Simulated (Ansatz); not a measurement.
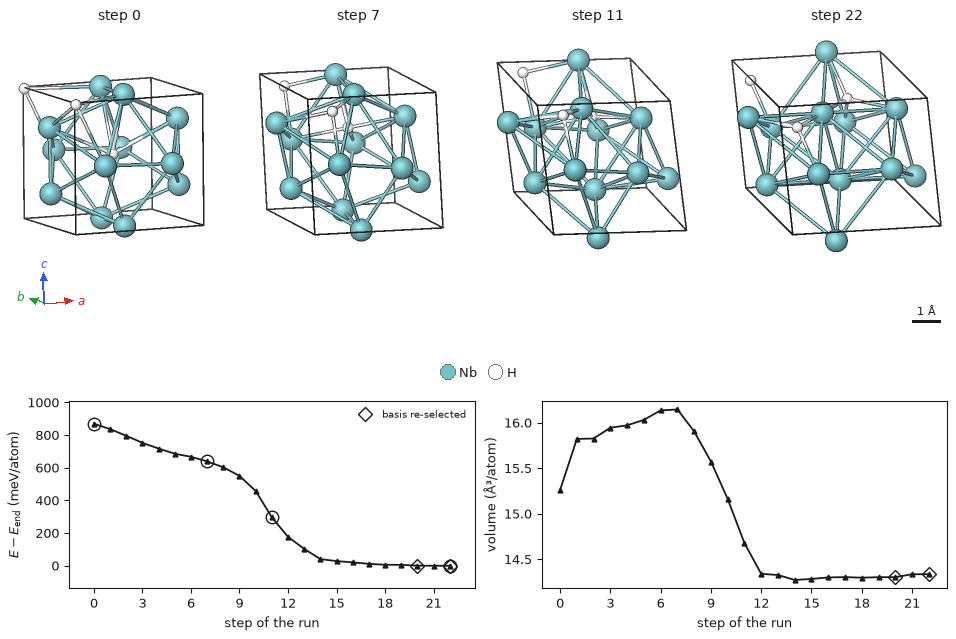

Frames of a relaxation of solid Nb$_{3}$H (built on the A15_223 type) (coarse preliminary run), marked on the history of the run. A ball-and-stick model of the cell of the calculation, seen slightly off an axis.

Case: A15 type (Pm-3n, No. 223); cell x1, atoms moved at random (sigma 0.05 Å) and cell strained at random (1.5 %), then relaxed without symmetry.

Method: DFT PBE, scalar-relativistic, plane waves, PAW in Ansatz 0.2.0. (plane-wave cutoff 420 eV; k-point mesh 6 × 6 × 6; occupations gaussian; smearing width 0.1 eV; no spin polarisation; cell and atoms relaxed; force threshold 0.015 eV/Å; at most 120 steps)

Q: Describe the path.

A: Over 20 accepted moves (22 points after the start) the energy falls by 870 meV per atom. The largest force component goes from 1.2 to 0.0081 eV/Å. Pressure: 3.31 GPa at the start and 0.04 GPa at the end. The SCF was repeated twice at an unchanged geometry on a basis and grid sized afresh for the cell, which shifted the energy by 5.0 meV per atom at most. An H atom moves most relative to the cell: 1.73 Å roughly along [1 1 3]. Largest moves by element: H 1.73 Å, Nb 1.10 Å. Cell: a 5.042 → 5.865 Å (+16.3 %), b 4.988 → 4.743 Å (−4.9 %), c 4.858 → 4.751 Å (−2.2 %), α 88.6° → 60.2°, β 88.8° → 90.1°, γ 91.2° → 90.1°. Volume −6.1 %. Near-neighbour distances that change, for instance: Nb–Nb 5.565 → 2.963 Å, Nb–Nb 5.414 → 2.876 Å, H–Nb 2.734 → 4.568 Å, Nb–Nb 4.599 → 2.879 Å. New bonds form: H–Nb (2.81 → 1.91 Å), Nb–Nb (4.44 → 2.88 Å), Nb–Nb (4.49 → 3.00 Å), Nb–Nb (4.59 → 2.90 Å). Within 0.06 Å the space group is P1 at the start and C2/c at the end; at a tighter tolerance small leftover displacements or strains of the cell lower it. From step 0 to 7: an H atom moves most (1.16 Å), volume +5.8 %, energy −231 meV per atom. From step 7 to 11: a Nb atom moves most (0.45 Å), volume −9.1 %, energy −342 meV per atom. From step 11 to 22: an H atom moves most (0.66 Å), volume −2.3 %, energy −297 meV per atom.

```tsv
step	E − E(0), meV/atom	largest force component, eV/Å	pressure, GPa	volume, Å³/atom	note
0	0.00	1.1664	3.31	15.261	
1	-33.25	0.5122	-1.61	15.823	
2	-73.87	0.6583	-1.01	15.827	
3	-117.38	0.6439	-0.82	15.946	
4	-152.27	0.5153	0.71	15.972	
5	-183.95	0.3731	1.35	16.032	
6	-202.69	0.3669	1.19	16.136	
7	-230.81	0.3552	-0.12	16.146	
8	-267.04	0.6078	-0.37	15.905	
9	-319.65	0.8350	0.02	15.574	
10	-411.78	1.4763	0.39	15.163	
11	-573.24	1.6669	1.17	14.677	
12	-692.94	1.2838	1.90	14.341	
13	-766.52	0.6615	0.27	14.328	
14	-829.53	0.2926	0.12	14.274	
15	-841.54	0.1965	-0.01	14.285	
16	-849.27	0.2793	-0.11	14.301	
17	-858.38	0.1963	-0.06	14.305	
18	-864.16	0.0234	0.03	14.299	
19	-864.56	0.0080	-0.03	14.304	
20	-869.58	0.0099	0.47	14.304	same geometry, new basis
21	-870.02	0.0081	0.04	14.337	
22	-870.04	0.0081	0.04	14.337	same geometry, new basis
```

Limits of the set-up: layers or molecules are held without a dispersion correction, so their spacing is unreliable.
